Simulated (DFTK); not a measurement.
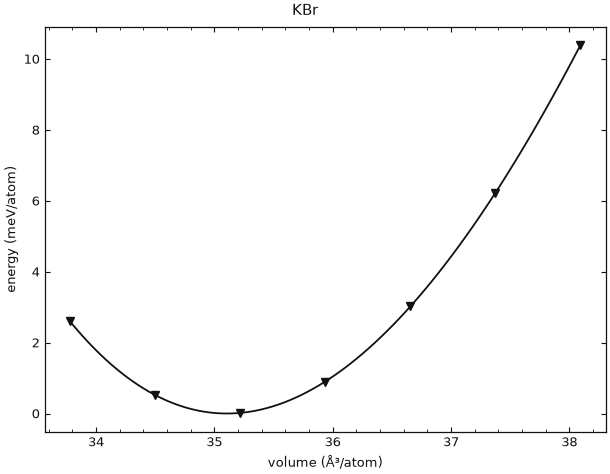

The figure shows the energy against volume for KBr, space group Fm-3m (No. 225).

Starting cell:
```cif
data_structure
_symmetry_space_group_name_H-M 'P 1'
_symmetry_Int_Tables_number 1
_cell_length_a 4.6669
_cell_length_b 4.6669
_cell_length_c 4.6669
_cell_angle_alpha 60.000
_cell_angle_beta 60.000
_cell_angle_gamma 60.000
_cell_volume 71.87
loop_
_atom_site_label
_atom_site_type_symbol
_atom_site_fract_x
_atom_site_fract_y
_atom_site_fract_z
_atom_site_occupancy
Br1 Br 0.50000 0.50000 0.50000 1
K1 K 0.00000 0.00000 0.00000 1
```

Method: plane-wave DFT, no spin polarisation; energies at scaled volumes of the given cell, shape and fractions fixed, counted from the fit's minimum, third-order Birch-Murnaghan fit (DFTK 0.8.2). Level: PBEsol.

```tsv
setting	value
k mesh	7×7×7
occupations	Fermi–Dirac
smearing width	0.05 eV
potentials	dojo.nc.sr.pbesol.v0_4_1.standard
wave cutoff	1007 eV
```

From this curve and the settings, what does the calculation give for the pressure at the same points?

The pressure falls from 0.65 GPa at volume 33.78 Å³/atom to −1.03 GPa at 38.09 Å³/atom, and changes sign near 35.11 Å³/atom.

| volume (Å³/atom) | pressure (GPa) |
| --- | --- |
| 33.78 | 0.65 |
| 34.50 | 0.28 |
| 35.22 | −0.05 |
| 35.94 | −0.34 |
| 36.66 | −0.60 |
| 37.37 | −0.83 |
| 38.09 | −1.03 |
